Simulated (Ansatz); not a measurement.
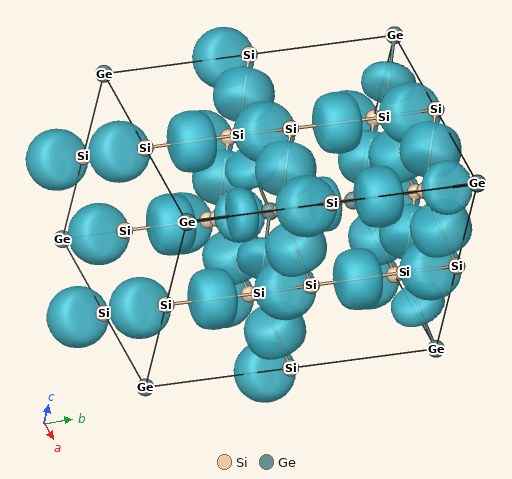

The picture shows: Si$_{7}$Ge. Isosurface of the electron localisation function at 0.75 (cyan), seen at an oblique angle. Core shells and regions of very low density are left out. Sticks mark near contacts.

Space group P-43m; a structure from a database of computed crystals, not necessarily the ambient phase.

Theory: DFT PBEsol, scalar-relativistic, plane waves, PAW in Ansatz.

Core electrons are frozen (PAW), and the valence fields are smoothed inside the atomic spheres.

Q: Where are the electrons localised?

A: The surface consists of eight regions between bonded Ge–Si atoms (shared pairs) and 24 regions between bonded Si–Si atoms (shared pairs), counted in one cell of 16 atoms. Regions shared between cells count once. Profiles from the grid: Si–Si (2.36 Å): the ELF peaks at about 0.95 between the atoms, as expected for localised, covalent bonding. Si–Ge (2.39 Å): the ELF peaks at about 0.90 between the atoms; a covalent bond.
